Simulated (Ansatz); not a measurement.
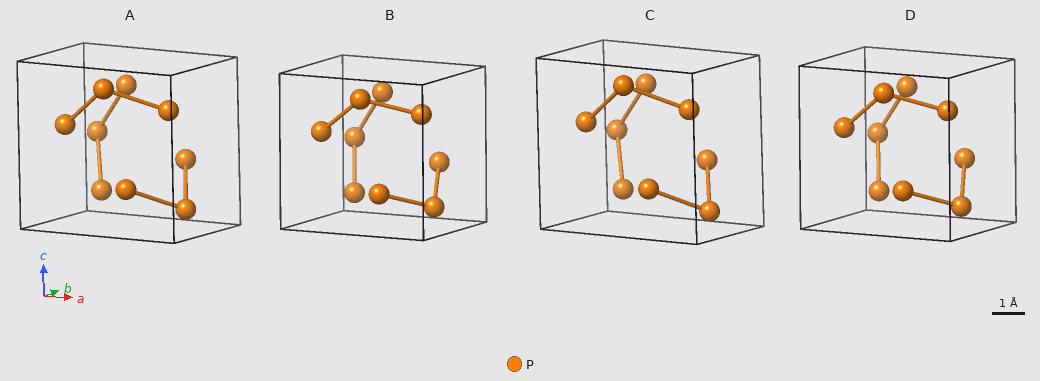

4 geometries from one relaxation of a crystal of P (a generated structure, set up in R32) (coarse preliminary run), in shuffled order. A ball-and-stick model of the cell of the calculation, seen slightly off an axis.

The calculation used DFT PBE, scalar-relativistic, plane waves, PAW in Ansatz. Set-up: plane-wave cutoff 420 eV; k-point mesh 3 × 3 × 3; occupations gaussian; smearing width 0.1 eV; no spin polarisation; cell and atoms relaxed; force threshold 0.04 eV/Å; at most 70 steps.

Put them in the order of the run, from the start to the converged end.

B, D, A, C. They are steps 0, 1, 2, 9, at +568 meV per atom, +122 meV per atom, +21.6 meV per atom relative to the last. Over 5 accepted moves (9 points after the start) the energy falls by 568 meV per atom. The largest force component goes from 3.1 to 0.016 eV/Å. The pressure goes from 44.58 to 0.05 GPa. The line search rejected the trial steps at points 3, 5 of the run. At 2 points the geometry stayed and the basis and grid were re-selected for the new cell (energy shift of 6.9 meV per atom at most each time). The largest moves relative to the cell, 0.13 Å, are those of P atoms. Cell: a = b = c 4.989 → 5.491 Å (+10.0 %), α 91.1° → 92.6°, β 91.1° → 92.6°, γ 91.1° → 92.6°. Volume +32.9 %. Near-neighbour distances that change, for instance: P–P 2.910 → 3.380 Å, P–P 2.066 → 2.346 Å, P–P 2.063 → 2.322 Å, P–P 2.040 → 2.259 Å. Bond angles that change, for instance: P–P–P 106.9° → 94.9°, P–P–P 110.9° → 103.1°, P–P–P 101.9° → 107.9°. The space group stays R32 (No. 155).

Limits of the set-up: the k-point mesh is coarse for a cell with partly filled bands.
